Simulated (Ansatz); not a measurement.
## Run report: TiO$_{2}$, geometry relaxation (part 1 of 2)

TiO$_{2}$ (P4₂/mnm, 6 atoms in the cell), computed with DFT PBE+U, scalar-relativistic, plane waves, PAW, Ueff = 4 eV on Ti d, no spin polarisation (Ansatz 0.2.0).

The structure derives from a Materials Project entry. It belongs to a series of runs on one base structure; here: equal strain along all axes, cell held, atoms relaxed: -1.5 %.

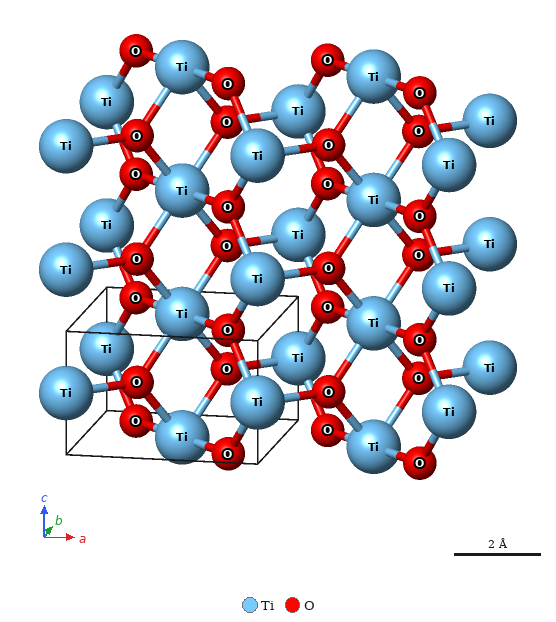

*The structure as given in the input (ball-and-stick view of the cell of the calculation, repeated 2 × 1 × 3, seen slightly off an axis). An atom can appear more than once, as a periodic image.*

**Input**
```yaml
crystal:
  lattice:
    - [4.5707447596, 0.0, 0.0]
    - [0.0, 4.5707447596, 0.0]
    - [0.0, 0.0, 2.9610210096]
  atoms:
    - { symbol: Ti, position: [0.5, 0.5, 0.0] }
    - { symbol: Ti, position: [0.0, 0.0, 0.5] }
    - { symbol: O, position: [0.6943530392, 0.6943530392, 0.5] }
    - { symbol: O, position: [0.8056469608, 0.1943530392, 0.0] }
    - { symbol: O, position: [0.1943530392, 0.8056469608, 0.0] }
    - { symbol: O, position: [0.3056469608, 0.3056469608, 0.5] }
basis:
  ecutwfc: 420
kpoints:
  mp_grid: { grid: [6, 6, 10] }
hamiltonian:
  xc: pbe
  hubbard: { sites: [{ species: Ti, l: d, u_eff: 4.0 }] }
scf:
  occupations: { method: gaussian, width: 0.02 }
output:
  forces: true
  stress: true
  eigenvalues: true
  write_density: true
  write_potential: true
  elf: true
  volumetric_format: npy
relax:
  adjacent_minimum: "off"
  f_tol: 0.008
  max_steps: 40
```

Run on 1 thread of Arm Neoverse V2, 24 GiB of memory available, shared host.

Launched with:
```bash
ansatz run input.yaml --threads 1 --pin off --max-ram 2560MiB --backend cpu --events-out ev --progress --plain --runs-dir out
```

**Output**
```
Warning: output.stress: scf.convergence.dr2_threshold = 6.4e-8 eV (the default of a walk held to its f_tol) is looser than the 6e-10 eV advised for a printed stress (1e-10 eV for each atom of the cell: 6). What an SCF threshold leaves in a stress goes as its square root, and in the free energy as the threshold itself, and one threshold admits the most on a small cell: of the crystals measured, under no hybrid functional and no lock of the moments, on runs that ended without the residual-converged pass, on stresses that held no estimate of that error, the worst erred by over 100 MPa in a component at 1e-7 eV an atom and by under 5 at 1e-10. Every solve of this run answers to scf.convergence.dr2_threshold, and the tensor of one is reported: a single SCF on the reported geometry and on this run's grids (its basis.xc_grid and basis.ecutrho_ratio typed), with scf.convergence.dr2_threshold at 6e-10 eV or tighter, prints it and tightens no other solve. Else set scf.convergence.dr2_threshold to 6e-10 eV or tighter. The threshold is an SCF's pass mark: one that does not reach it within its budget of iterations ends unconverged, or closes short of it on a stop that the run arms, and scf.convergence.dr2_threshold's page says what that costs each kind of run
Ti: projections on atomic orbitals take those of the free atom [Ne] 3s2 3p6 3d2 4s2, of charge +0.00 (hamiltonian.pseudopotentials.projection_atoms); the dataset's partial waves leave at most 4.1e-7 of an orbital's norm unspanned inside its sphere
O: projections on atomic orbitals take those of the free atom [He] 2s2 2p4, of charge +0.00 (hamiltonian.pseudopotentials.projection_atoms); the dataset's partial waves leave at most 1.9e-8 of an orbital's norm unspanned inside its sphere
Engine: ansatz 0.2.0, aarch64-unknown-linux-gnu
Pseudopotentials: kind: paw
Pseudopotential: Ti, paw, valence charge 12, recommended cutoff 420 eV (normal), Ti.paw.azcp
Pseudopotential: O, paw, valence charge 6, recommended cutoff 420 eV (normal), O.paw.azcp
Functional definition: PBE
  parameter kappa = 0.804
  parameter beta = 0.06672455060314922
  exchange = pbe_x(kappa = kappa, mu = beta*pi^2/3)
  correlation = pbe_c(beta = beta)
Crystal: 6 atoms, lattice volume = 61.861 Å³
Basis set: ecut = 420 eV, 1193 PW (Γ), exchange–correlation on 64×64×40 points (8 copies of the dense FFT grid, shifted against one another)
Bands: 30, of which v1, the nominal top of the filled ones, is band 24 counted from 1 (23 counted from 0)
Symmetry: 16 space group operations
Space group: P42/mnm (ITA 136), of the structure as read, at distance tolerance 4.0e-5 Å
k-points: 60 of 360
Non-local potential: Ti, projectors of the file, l = 0: 3, l = 1: 2, l = 2: 3, l = 3: 1
Non-local potential: O, projectors of the file, l = 0: 2, l = 1: 2, l = 2: 1
PAW form: soft (Blöchl's): semilocal exchange-correlation on the pseudo side does not see the compensation charge
PAW one-centre angular grid: Ti, 590 points (default); XC on 64 Gauss nodes
PAW one-centre angular grid: O, 110 points (default); XC on 64 Gauss nodes
Initial density: superposition of atomic densities (chi_scale 0.1, normalization cell, long waves of neutral atoms under a Hubbard term (reshape's long-wave potential 0.00 eV rms, cloud 2.26 Å wide))
Initial wavefunctions: pseudopotential atomic-orbital guess
Functional: x = pbe(κ = 0.804, μ = 0.2195149727645171), c = pbe(β = 0.06672455060314922)
SCF iter   1: F=—  HF=-7271.448461 eV  |F-HF|=—  |Δ(HF+E_count)|=         —  Δρ=9.96e-2  dr2=6.28e0  ethr=3.10e-3  ⟨swp⟩=5.5  Hψ=7290  notcnv=0
preconditioner: auto → Resta (q_TF=auto, 2.615 Å⁻¹)  ε∞=7.3  [insulator: Δε(μ)=3.321 eV  Ē_g=10.654 eV  σ=0.020 eV  W_gap=1.00  n_scr=18 (ndim 8)  ℏωp=26.7 eV  f_vac=0.000  D(μ)=0.00/eV (n_scr^D=0)  ε∞_Penn≈7.3]
SCF iter   2: F=—  HF=-7270.631338 eV  |F-HF|=—  |Δ(HF+E_count)|=   8.17e-1  Δρ=5.30e-2  dr2=1.03e0  ethr=3.10e-3  ⟨swp⟩=2.6  Hψ=3576  notcnv=0  defer=93
SCF iter   3: F=—  HF=-7270.591683 eV  |F-HF|=—  |Δ(HF+E_count)|=   3.97e-2  Δρ=2.52e-2  dr2=2.90e-1  ethr=2.15e-3  ⟨swp⟩=2.0  Hψ=2676  notcnv=0  defer=93
SCF iter   4: F=—  HF=-7270.650451 eV  |F-HF|=—  |Δ(HF+E_count)|=   5.88e-2  Δρ=6.97e-3  dr2=3.17e-2  ethr=6.04e-4  ⟨swp⟩=2.0  Hψ=2715  notcnv=0  defer=93
SCF iter   5: F=—  HF=-7270.655736 eV  |F-HF|=—  |Δ(HF+E_count)|=   5.29e-3  Δρ=1.68e-3  dr2=2.77e-3  ethr=6.59e-5  ⟨swp⟩=2.5  Hψ=3009  notcnv=0  defer=93
SCF iter   6: F=—  HF=-7270.657109 eV  |F-HF|=—  |Δ(HF+E_count)|=   1.37e-3  Δρ=5.53e-4  dr2=1.88e-4  ethr=5.78e-6  ⟨swp⟩=2.1  Hψ=2922  notcnv=0  defer=92
SCF iter   7: F=—  HF=-7270.657139 eV  |F-HF|=—  |Δ(HF+E_count)|=   2.96e-5  Δρ=1.10e-4  dr2=7.83e-6  ethr=3.91e-7  ⟨swp⟩=2.1  Hψ=2347  notcnv=0  defer=92
SCF iter   8: F=—  HF=-7270.657145 eV  |F-HF|=—  |Δ(HF+E_count)|=   6.25e-6  Δρ=5.23e-5  dr2=1.80e-6  ethr=3.33e-9  ⟨swp⟩=14.5  Hψ=14217  notcnv=0
SCF iter   9: F=-7270.657145 eV  HF=-7270.657145 eV  |F-HF|=1.53e-8  |Δ(HF+E_count)|=   4.26e-8  Δρ=5.50e-6  dr2=1.97e-8  ethr=3.33e-9  ⟨swp⟩=9.7  Hψ=12139  notcnv=0
SCF 1 converged in 9 iterations: F = -7270.657145 eV  dr2 = 1.97e-8
  greatest PAW one-centre occupation: 0.999 electrons in one spin orbital (limit 2), on the Ti atom at site 1 (counted from 0), in its partial waves of l = 0
relax step   1: F+E_penalty+E_count = -7270.65714512 eV  Δ(F+E_penalty+E_count) = +0.000e0 eV  max|allowed force component| = 1.577e-1 eV/Å  Δτ_max = 0.0000 Å  (9 SCF iters, dr2 threshold 1.60e-6 eV, accepted)
Initial density: handed on by an earlier stage of this run
Initial wavefunctions: those handed on with the density
iter 1 solved again at ethr=6.53e-7 eV; its pass at ethr=3.10e-3 eV (dr2=3.13e-4 eV) is discarded
SCF iter   1: F=—  HF=-7270.660312 eV  |F-HF|=—  |Δ(HF+E_count)|=         —  Δρ=7.25e-4  dr2=3.18e-4  ethr=6.53e-7  ⟨swp⟩=1.6  Hψ=5163  notcnv=0  defer=92
preconditioner: auto → Resta (q_TF=auto, 2.615 Å⁻¹)  ε∞=8.3  [insulator: Δε(μ)=2.369 eV  Ē_g=9.877 eV  σ=0.020 eV  W_gap=1.00  n_scr=18 (ndim 8)  ℏωp=26.7 eV  f_vac=0.014  D(μ)=0.00/eV (n_scr^D=0)  ε∞_Penn≈8.3]
SCF iter   2: F=—  HF=-7270.660243 eV  |F-HF|=—  |Δ(HF+E_count)|=   6.88e-5  Δρ=4.11e-4  dr2=1.11e-4  ethr=6.53e-7  ⟨swp⟩=1.0  Hψ=1708  notcnv=0  defer=92
SCF iter   3: F=—  HF=-7270.660211 eV  |F-HF|=—  |Δ(HF+E_count)|=   3.25e-5  Δρ=1.75e-4  dr2=1.71e-5  ethr=2.31e-7  ⟨swp⟩=2.0  Hψ=2668  notcnv=0  defer=92
SCF iter   4: F=-7270.660208 eV  HF=-7270.660208 eV  |F-HF|=1.43e-7  |Δ(HF+E_count)|=   2.88e-6  Δρ=5.49e-5  dr2=1.25e-6  ethr=3.24e-9  ⟨swp⟩=10.3  Hψ=13204  notcnv=0
SCF 2 converged in 4 iterations: F = -7270.660208 eV  dr2 = 1.25e-6
relax step   2: F+E_penalty+E_count = -7270.66020779 eV  Δ(F+E_penalty+E_count) = -3.063e-3 eV  max|allowed force component| = 8.584e-2 eV/Å  Δτ_max = 0.0045 Å  (4 SCF iters, dr2 threshold 1.55e-6 eV, accepted)
SCF iter   1: F=—  HF=-7270.661655 eV  |F-HF|=—  |Δ(HF+E_count)|=         —  Δρ=8.61e-4  dr2=4.65e-4  ethr=9.46e-6  ⟨swp⟩=2.0  Hψ=3852  notcnv=0  defer=92
preconditioner: auto → Resta (q_TF=auto, 2.615 Å⁻¹)  ε∞=8.3  [insulator: Δε(μ)=2.339 eV  Ē_g=9.869 eV  σ=0.020 eV  W_gap=1.00  n_scr=18 (ndim 8)  ℏωp=26.7 eV  f_vac=0.014  D(μ)=0.00/eV (n_scr^D=0)  ε∞_Penn≈8.3]
SCF iter   2: F=—  HF=-7270.661554 eV  |F-HF|=—  |Δ(HF+E_count)|=   1.01e-4  Δρ=4.98e-4  dr2=1.71e-4  ethr=9.69e-7  ⟨swp⟩=1.0  Hψ=2280  notcnv=0  defer=92
SCF iter   3: F=—  HF=-7270.661504 eV  |F-HF|=—  |Δ(HF+E_count)|=   4.95e-5  Δρ=1.26e-4  dr2=7.98e-6  ethr=3.55e-7  ⟨swp⟩=2.0  Hψ=2668  notcnv=0  defer=92
SCF iter   4: F=—  HF=-7270.661504 eV  |F-HF|=—  |Δ(HF+E_count)|=   2.53e-7  Δρ=7.52e-5  dr2=3.04e-6  ethr=1.66e-8  ⟨swp⟩=2.0  Hψ=2687  notcnv=0  defer=92
SCF iter   5: F=-7270.661504 eV  HF=-7270.661504 eV  |F-HF|=6.85e-8  |Δ(HF+E_count)|=   2.20e-7  Δρ=2.40e-5  dr2=3.52e-7  ethr=9.59e-10  ⟨swp⟩=10.5  Hψ=12228  notcnv=0
SCF 3 converged in 5 iterations: F = -7270.661504 eV  dr2 = 3.52e-7
relax step   3: F+E_penalty+E_count = -7270.66150390 eV  Δ(F+E_penalty+E_count) = -1.296e-3 eV  max|allowed force component| = 7.301e-4 eV/Å  Δτ_max = 0.0053 Å  (5 SCF iters, dr2 threshold 4.61e-7 eV, accepted)
iter 1 solved again at ethr=7.34e-10 eV; its pass at ethr=3.10e-3 eV (dr2=3.52e-7 eV) is discarded
SCF iter   1: F=—  HF=-7270.661504 eV  |F-HF|=—  |Δ(HF+E_count)|=         —  Δρ=2.40e-5  dr2=3.53e-7  ethr=7.34e-10  ⟨swp⟩=1.0  Hψ=5040  notcnv=0
preconditioner: auto → Resta (q_TF=auto, 2.615 Å⁻¹)  ε∞=8.3  [insulator: Δε(μ)=2.335 eV  Ē_g=9.867 eV  σ=0.020 eV  W_gap=1.00  n_scr=18 (ndim 8)  ℏωp=26.7 eV  f_vac=0.014  D(μ)=0.00/eV (n_scr^D=0)  ε∞_Penn≈8.3]
SCF iter   2: F=—  HF=-7270.661504 eV  |F-HF|=—  |Δ(HF+E_count)|=   8.09e-9  Δρ=1.35e-5  dr2=1.34e-7  ethr=7.34e-10  ⟨swp⟩=2.2  Hψ=2622  notcnv=0
SCF iter   3: F=-7270.661504 eV  HF=-7270.661504 eV  |F-HF|=1.13e-8  |Δ(HF+E_count)|=   1.88e-8  Δρ=8.34e-6  dr2=5.92e-8  ethr=1.33e-10  ⟨swp⟩=8.4  Hψ=10105  notcnv=0
SCF 4 converged in 3 iterations: F = -7270.661504 eV  dr2 = 5.92e-8
relax step   4: F+E_penalty+E_count = -7270.66150401 eV  Δ(F+E_penalty+E_count) = -1.066e-7 eV  max|allowed force component| = 6.756e-4 eV/Å  Δτ_max = 0.0000 Å  (3 SCF iters, accepted)
```

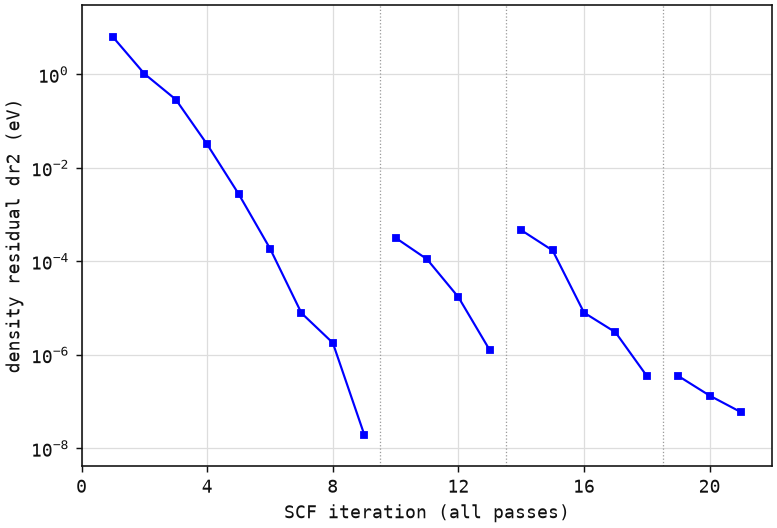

*Convergence of the self-consistent field: density residual dr2 against the SCF iteration. The dotted lines part the SCF passes of the relaxation: geometry steps, rejected trials and re-solves on a re-selected basis.*

The passes take 9, 4, 5 and 3 iterations.

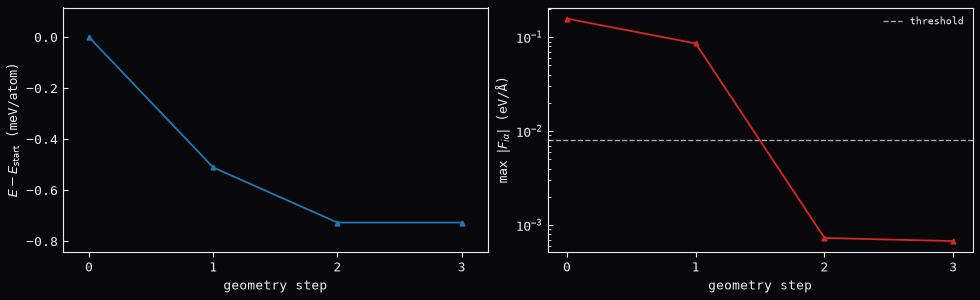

*Progress of the relaxation, step by step (the first geometry is step 0 here and step 1 in the log).*

The largest moves, 0.010 Å, are those of O3, O4, O5 and O6. Ti stays in place. The lattice vectors keep their values. Among the contacts that change: Ti1–O4 1.976 → 1.966 Å, Ti1–O3 1.942 → 1.948 Å. The space group stays P4_2/mnm (No. 136). Over 3 geometry steps the energy falls by 0.7 meV per atom. The largest force component goes from 0.16 to 0.00068 eV/Å. (Atoms are counted from 1 in the order of the input.)
